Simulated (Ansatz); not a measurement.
System: MnSn2.

Input

```
crystal:
  lattice:
    - [-3.185183553, 3.185183553, 2.6074969189]
    - [3.185183553, -3.185183553, 2.6074969189]
    - [3.185183553, 3.185183553, -2.6074969189]
  atoms:
    - { symbol: Mn, position: [0.75, 0.75, 0.0], spin: 2.44 }
    - { symbol: Mn, position: [0.25, 0.25, 0.0], spin: 2.44 }
    - { symbol: Sn, position: [0.1640151111, 0.6640151111, 0.8280302221] }
    - { symbol: Sn, position: [0.6640151111, 0.8359848889, 0.5] }
    - { symbol: Sn, position: [0.8359848889, 0.3359848889, 0.1719697779] }
    - { symbol: Sn, position: [0.3359848889, 0.1640151111, 0.5] }
basis:
  ecutwfc: 420
kpoints:
  mp_grid: { grid: [8, 8, 8] }
hamiltonian:
  xc: pbesol
scf:
  occupations: { method: gaussian, width: 0.1 }
output:
  forces: true
  stress: true
  eigenvalues: true
  populations: true
  write_density: true
  write_potential: true
  elf: true
  volumetric_format: npy
magnetization:
  spin_polarized: true
relax:
  adjacent_minimum: "off"
  f_tol: 0.01
  max_steps: 30
  cell: { stress_tol: 0.1, fix: [volume] }
```

Run with:

```sh
ansatz run input.yaml --threads 1 --pin off --max-ram 2560MiB --backend cpu --events-out ev --progress --plain --runs-dir out
```

Below, planes, directions and counts refer to the conventional cell (a = 6.37 Å, b = 6.37 Å, c = 5.22 Å, α = 90.00°, β = 90.00°, γ = 90.00°).

The fields are those of the run's last geometry, not of the input's.

Space group I4/mcm; changed on purpose from its base cell (volume × 0.94, shape and atoms relaxed); computed pressure about 7 GPa in this cell; spin-polarised.

Theory: DFT PBEsol, scalar-relativistic, plane waves, PAW (Ansatz 0.2.0).

> What can the converged valence pseudo-density, electron localisation function and spin density tell about the bonding?

Mn–Mn (2.61 Å): ρ at the midpoint is about 0.33 e/Å³; the ELF is about 0.35 at the midpoint.
The spin density sits on Mn: +2.0 μB (×4) in one cell of 12 atoms, with smaller moments on Sn (up to −0.05 μB): parallel main moments (a ferromagnetic arrangement) in this solution. The cell of the calculation (6 atoms) carries 3.8 μB of net spin moment.

> Metal or insulator at this level of theory?

It is metallic or semimetallic at this level of theory: no gap opens.

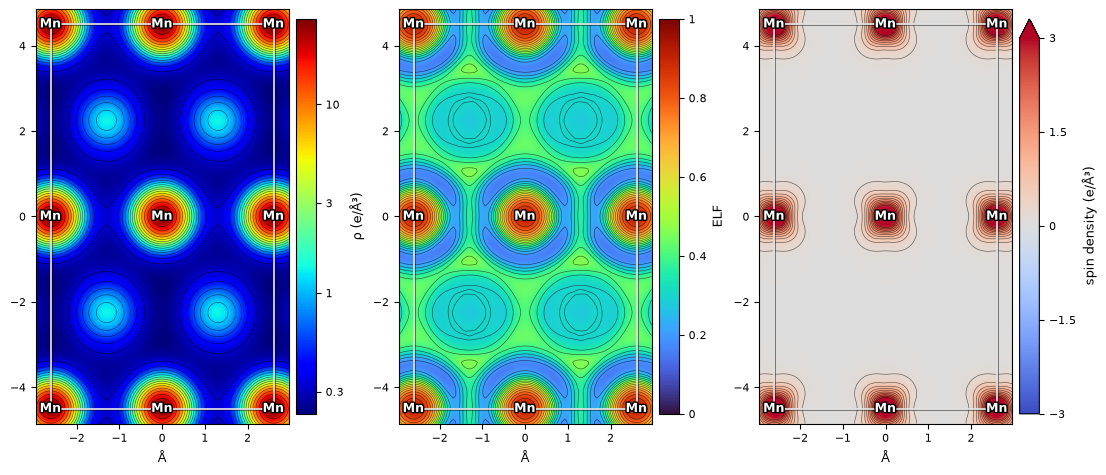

Computed valence pseudo-density, electron localisation function and spin density on the (110) plane of the conventional cell, in this order. Atoms just off the plane (Sn, 0.8 Å away) can leave unmarked features too.

In a PAW calculation such maps are meaningful between the atoms, not at the nuclei.
